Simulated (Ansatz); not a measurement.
Single-point calculation, with input and output: TiSi

The run: single-point calculation of TiSi (Cmmm, 8 atoms in the cell). Method and program: DFT PBEsol, scalar-relativistic, plane waves, PAW (Ansatz 0.2.0).

The structure derives from a Materials Project entry. The run did not end well. It belongs to a series of runs on one base structure; here: the relaxed cell repeated 4 times. Figures and captions count atoms from 1; the log counts them from 0 in places.

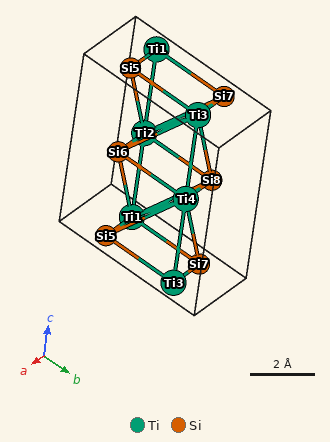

The structure (ball-and-stick view of the cell of the calculation, seen slightly off an axis; atoms are numbered from 1 in the order of the input). An atom can appear more than once, as a periodic image.

Input file:
```yaml
crystal:
  lattice:
    - [-3.6053394522, 0.0, 3.7927044821]
    - [-3.6053394522, 0.0, -3.7927044821]
    - [3.6053394522, -4.1325752553, 0.0]
  atoms:
    - { symbol: Ti, position: [0.25, 0.25, 0.0] }
    - { symbol: Ti, position: [0.25, 0.25, 0.5] }
    - { symbol: Ti, position: [0.75, 0.75, 0.0] }
    - { symbol: Ti, position: [0.75, 0.75, 0.5] }
    - { symbol: Si, position: [0.75, 0.25, 0.0] }
    - { symbol: Si, position: [0.75, 0.25, 0.5] }
    - { symbol: Si, position: [0.25, 0.75, 0.0] }
    - { symbol: Si, position: [0.25, 0.75, 0.5] }
basis:
  ecutwfc: 420
kpoints:
  mp_grid: { grid: [14, 14, 14] }
hamiltonian:
  xc: pbesol
scf:
  occupations: { method: gaussian, width: 0.15 }
output:
  forces: true
  stress: true
  eigenvalues: true
  write_density: true
  write_potential: true
  elf: true
  volumetric_format: npy
```

Hardware: 1 thread of AMD EPYC (Zen 3), 32 GiB of memory available, shared host.

Command:
```bash
ansatz run input.yaml --threads 1 --pin off --max-ram 2560MiB --backend cpu --events-out ev --progress --plain --runs-dir out
```

Log:
```
Engine: ansatz 0.2.0, x86_64-unknown-linux-gnu
Pseudopotentials: kind: paw
Pseudopotential: Ti, paw, valence charge 12, recommended cutoff 420 eV (normal), Ti.paw.azcp
Pseudopotential: Si, paw, valence charge 4, recommended cutoff 420 eV (normal), Si.paw.azcp
Functional definition: PBEsol
  exchange = pbesol_x
  correlation = pbesol_c
Crystal: 8 atoms, lattice volume = 113.018 Å³
Basis set: ecut = 420 eV, 2217 PW (Γ), exchange–correlation on 72×72×80 points (8 copies of the dense FFT grid, shifted against one another)
Bands: 40, of which v1, the nominal top of the filled ones, is band 32 counted from 1 (31 counted from 0)
Symmetry: 32 space group operations
Space group: Cmmm (ITA 65), of the structure as read, at distance tolerance 4.8e-5 Å
k-points: 428 of 2744
Non-local potential: Ti, projectors of the file, l = 0: 3, l = 1: 2, l = 2: 3, l = 3: 1
Non-local potential: Si, projectors of the file, l = 0: 2, l = 1: 2, l = 2: 2
PAW form: soft (Blöchl's): semilocal exchange-correlation on the pseudo side does not see the compensation charge
PAW frozen core: Ti, regenerated for the run's functional, and the local potential with it (the file was generated under x = pbe(κ = 0.804, μ = 0.2195149727645171), c = pbe(β = 0.06672455060314922))
PAW frozen core: Si, regenerated for the run's functional, and the local potential with it (the file was generated under x = pbe(κ = 0.804, μ = 0.2195149727645171), c = pbe(β = 0.06672455060314922))
PAW one-centre angular grid: Ti, 590 points (default); XC on 64 Gauss nodes
PAW one-centre angular grid: Si, 110 points (default); XC on 64 Gauss nodes
Initial density: superposition of atomic densities (neutral atoms: chi_scale 0, normalization atom), corrected by the library's trained network
Initial wavefunctions: pseudopotential atomic-orbital guess
Functional: x = pbesol(κ = 0.804, μ = 0.12345679012345678), c = pbesol(β = 0.046)
SCF iter   1: F=—  HF=-12386.571734 eV  |F-HF|=—  |Δ(HF+E_count)|=         —  Δρ=6.39e-3  dr2=3.05e-2  ethr=1.77e-3  ⟨swp⟩=5.7  Hψ=70246  notcnv=0
preconditioner: auto → Kerker (q_TF=auto, 2.482 Å⁻¹)  [metal: Δε(μ)=0.001 eV  Ē_g=5.339 eV  σ=0.150 eV  W_gap=0.00  n_scr=26 (ndim 8)  ℏωp=19.8 eV  f_vac=0.000  D(μ)=4.39/eV (n_scr^D=34)]
SCF iter   2: F=—  HF=-12386.562675 eV  |F-HF|=—  |Δ(HF+E_count)|=   9.06e-3  Δρ=2.76e-3  dr2=6.11e-3  ethr=4.77e-5  ⟨swp⟩=2.9  Hψ=34553  notcnv=0  defer=64
SCF iter   3: F=—  HF=-12386.561121 eV  |F-HF|=—  |Δ(HF+E_count)|=   1.55e-3  Δρ=8.12e-4  dr2=7.67e-4  ethr=9.55e-6  ⟨swp⟩=2.9  Hψ=29354  notcnv=0  defer=64
SCF iter   4: F=—  HF=-12386.560928 eV  |F-HF|=—  |Δ(HF+E_count)|=   1.92e-4  Δρ=6.96e-5  dr2=4.73e-6  ethr=1.20e-6  ⟨swp⟩=2.0  Hψ=22183  notcnv=0  defer=64
SCF iter   5: F=—  HF=-12386.560908 eV  |F-HF|=—  |Δ(HF+E_count)|=   2.04e-5  Δρ=1.67e-5  dr2=1.86e-7  ethr=7.39e-9  ⟨swp⟩=2.0  Hψ=23546  notcnv=0  defer=76
SCF iter   6: F=-12386.560908 eV  HF=-12386.560908 eV  |F-HF|=1.50e-9  |Δ(HF+E_count)|=   2.77e-8  Δρ=2.53e-6  dr2=6.29e-9  ethr=1.56e-10  ⟨swp⟩=11.1  Hψ=99374  notcnv=0
SCF 1 converged in 6 iterations: F = -12386.560908 eV  dr2 = 6.29e-9
```

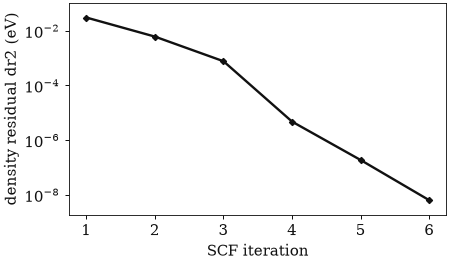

Convergence of the self-consistent field: density residual dr2 against the SCF iteration. The run ended after 6 iterations.

```
  greatest PAW one-centre occupation: 0.999 electrons in one spin orbital (limit 2), on the Ti atom at site 3 (counted from 0), in its partial waves of l = 0
```

Outcome:

| quantity | value |
| --- | --- |
| outcome | stopped at the time limit |
| space group (tolerance 0.01 Å) | Cmmm (65) |
| wall time | 2.5 min |
| peak memory | 1.4 GiB |

Diagnosis:

The run was cut off by its time limit, so the output is incomplete.
